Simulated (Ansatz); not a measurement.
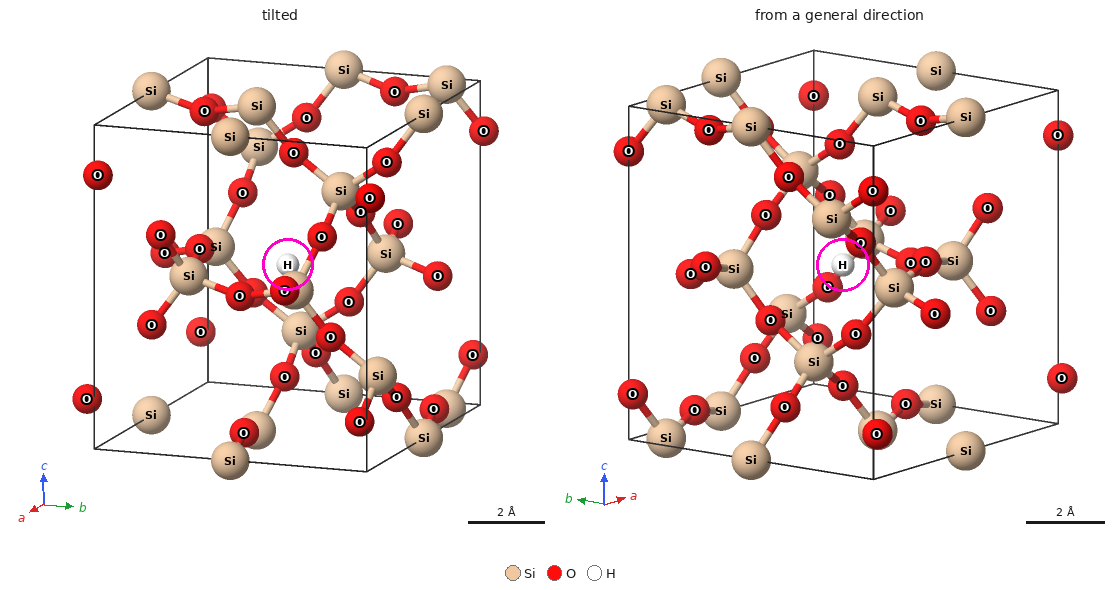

Drawn in the ball-and-stick manner and seen slightly off an axis and from a general direction. The supercell is drawn as a box. The host is SiO$_{2}$, in a cell of 36 sites, and the cell is neutral. A ring marks the defect's site.

**Name the defect and give its surroundings.**

An interstitial hydrogen atom. It is bonded to no bonds drawn.

The calculation used DFT PBE, scalar-relativistic, plane waves, PAW in Ansatz, with a cutoff energy of 420 eV, k-grid 2×2×2, Gaussian smearing of 0.01 eV, collinear spins.

**Is the defect magnetic?**

Yes, 1.0 μB in the cell.

The atoms were relaxed in the host's cell with Ansatz 0.2.0, DFT PBE, scalar-relativistic, plane waves, PAW.
